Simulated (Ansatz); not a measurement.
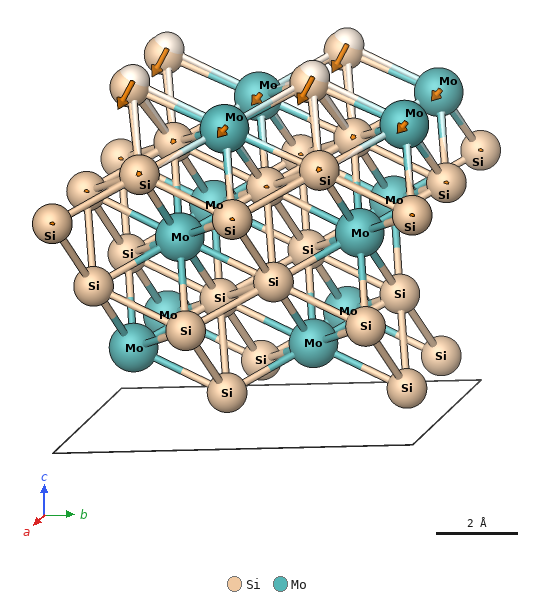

A constrained relaxation of a slab of composition Si2Mo (cut from the I4/mmm phase). The starting structure is drawn faded, the final one solid; orange arrows show the displacements, magnified 5 times.

The picture is a ball-and-stick view of the 2 × 2 repeat of the cell, outlined in the plane, without the vacuum, seen slightly off an axis.

Case: clean slab, lower half held. The slab is the (1 0 1) face of Si2Mo. 4 atoms are held fixed.

Theory: DFT PBEsol, scalar-relativistic, plane waves, PAW in Ansatz 0.2.0.

The input:
```yaml
crystal:
  lattice:
    - [3.1900701656, 0.0, 0.0]
    - [-1.5950350828, 4.223464079, 0.0]
    - [0.0, 0.0, 24.887070347]
  atoms:
    - { symbol: Si, position: [0.4298983557, 0.8597967113, 0.3415428125] }
    - { symbol: Mo, position: [0.1426273687, 0.2852547373, 0.3813107821] }
    - { symbol: Si, position: [0.8553563817, 0.7107127633, 0.4210787517] }
    - { symbol: Si, position: [0.5725257243, 0.1450514487, 0.4602320304] }
    - { symbol: Mo, position: [0.2852547373, 0.5705094747, 0.5] }
    - { symbol: Si, position: [0.9979837503, 0.9959675007, 0.5397679696] }
    - { symbol: Si, position: [0.715153093, 0.430306186, 0.5789212483] }
    - { symbol: Mo, position: [0.427882106, 0.855764212, 0.6186892179] }
    - { symbol: Si, position: [0.140611119, 0.281222238, 0.6584571875] }
basis:
  ecutwfc: 420
kpoints:
  mp_grid: { grid: [10, 7, 1] }
hamiltonian:
  xc: pbesol
scf:
  occupations: { method: gaussian, width: 0.1 }
output:
  forces: true
  eigenvalues: true
relax:
  adjacent_minimum: "off"
  f_tol: 0.03
  max_steps: 70
  constraints: [{ sites: [0, 1, 2, 3] }]
efield:
  axis: 3
  dipole_correction: true
  ramp_width: 0.04
```

Run as
```bash
ansatz run input.yaml --threads 4 --pin off --max-ram 10240MiB --backend cpu --events-out ev --progress --plain --runs-dir out
```

Q: Which element moves most?

A: Silicon: up to 0.17 Å, against 0.08 Å for molybdenum.

Q: Describe the change and its energy.

A: The energy falls by 0.114 eV per cell of the calculation in 3 accepted moves (4 points after the start). Largest force component: 0.93 eV/Å at the start, 0.025 eV/Å at the end. 1 step only repeated the SCF at the same geometry. The atom that moves furthest is Si9 (0.17 Å at 27° to the normal (−c side)). Largest moves by element: Si 0.17 Å, Mo 0.08 Å. The cell doesn't change. Near-neighbour distances that change, for instance: Si7–Si9 2.619 → 2.501 Å, Mo8–Si9 2.599 → 2.544 Å, Mo5–Si7 2.599 → 2.623 Å, Si6–Si7 2.580 → 2.600 Å. Among the angles between lasting bonds that change: Si7–Si9–Mo8 104.6° → 109.7°, Si7–Si9–Si7 75.0° → 79.2°, Mo8–Si9–Mo8 119.8° → 122.1°. Cost: 54 s on 4 threads of Intel(R) Xeon(R) Platinum 8259CL CPU @ 2.50GHz (Skylake/Cascade Lake), on a shared host, peak memory 0.95 GiB.
